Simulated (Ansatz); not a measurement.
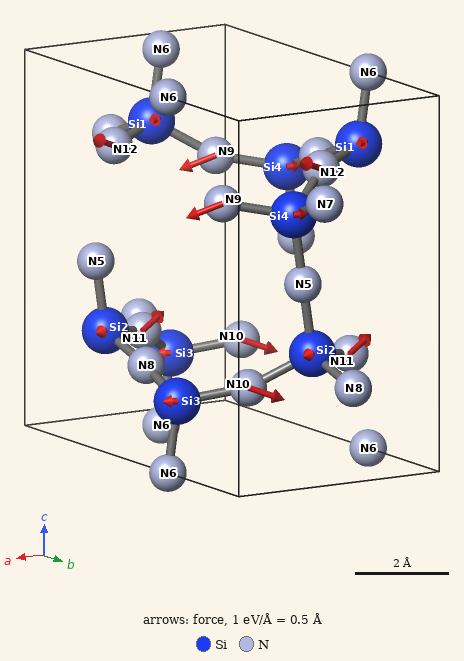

Starting geometry of solid SiN2 (a generated structure, set up in C222_1) with the computed forces as red arrows. The picture is a ball-and-stick view of the conventional cell (2 times the calculation's cell), seen from a free direction. Lengths and directions refer to the drawn axes.

The start is a swapped structure.

The calculation used Ansatz 0.2.0, DFT, PAW plane waves, r2SCAN.

Input file:
```yaml
crystal:
  lattice:
    - [0.0, 5.064233, 0.0]
    - [4.41306, -2.532117, 0.0]
    - [0.0, 0.0, -8.278772]
  atoms:
    - { symbol: Si, position: [0.7151, 0.3362, 0.8121] }
    - { symbol: Si, position: [0.2849, 0.6638, 0.3121] }
    - { symbol: Si, position: [0.6211, 0.3362, 0.1879] }
    - { symbol: Si, position: [0.3789, 0.6638, 0.6879] }
    - { symbol: "N", position: [0.3315, 0.663, 0.5] }
    - { symbol: "N", position: [0.6685, 0.337, 0.0] }
    - { symbol: "N", position: [0.5714, 0.0, 0.75] }
    - { symbol: "N", position: [0.4286, 0.0, 0.25] }
    - { symbol: "N", position: [0.5711, 0.507, 0.7208] }
    - { symbol: "N", position: [0.4289, 0.493, 0.2208] }
    - { symbol: "N", position: [0.9359, 0.507, 0.2792] }
    - { symbol: "N", position: [0.0641, 0.493, 0.7792] }
  symmetry: { tolerance: 0.0003 }
kpoints:
  mp_grid: { grid: [5, 5, 3], shift: [0, 0, 0] }
magnetization:
  spin_polarized: false
scf:
  occupations: { method: fermi_dirac }
  lower_state_search: "off"
hamiltonian:
  pseudopotentials: { kind: paw }
  xc: r2scan
basis:
  ecutwfc: 500
  fft_grid_basis: typed
relax:
  max_steps: 40
  cell: { p_target: 0.0 }
output:
  forces: true
  stress: true
  eigenvalues: true
  bader: true
  populations: true
  elf: true
  write_potential: true
  volumetric_format: npy
  dos:
    e_range: [-12, 8]
    de: 0.05
    projected: { site_lists: { "N": ["N"], Si: [Si] } }
checkpoint:
  read: saved_state
```

Run as
```bash
ansatz run input.yaml --threads 2 --pin off --max-ram 3584MiB --backend cpu --events-out ev --progress --plain --runs-dir out
```

Q: What follows when this structure is relaxed?

A: It isn't relaxed: the largest force vector, on N atoms, is 1.71 eV/Å. Measured relative to the changing cell, the final displacements run against the starting forces (cosine between the two patterns −0.47). The largest moves relative to the cell, 0.48 Å, are those of N9, N10, N11 and N12. N11 goes along [2 0 −1]. By element the largest moves are N 0.48 Å, Si 0.33 Å. The drawn cell changes as follows: a 5.064 → 5.769 Å (+13.9 %), b 8.826 → 8.249 Å (−6.5 %), c 8.279 → 9.244 Å (+11.7 %); the volume changes by +18.9 %. Among the contacts that change: Si1–N7 1.575 → 1.690 Å, Si1–N12 1.559 → 1.673 Å, Si1–N9 1.578 → 1.673 Å, Si1–N6 1.574 → 1.653 Å. Bond angles that change, for instance: Si1–N12–Si4 160.5° → 180.0°, Si2–N5–Si4 179.7° → 164.0°, N7–Si4–N12 110.6° → 96.9°. The space group (tolerance 0.01 Å) goes from C222_1 (No. 20) to Cmcm (No. 63). After 13 accepted moves (15 points after the start) the energy has fallen by 329 meV per atom. The largest force component goes from 1.5 to 0.0091 eV/Å. The pressure goes from 35.20 to 0.01 GPa. At 2 points the geometry stayed and the basis and grid were re-selected for the new cell (energy shift of 2.7 meV per atom at most each time).
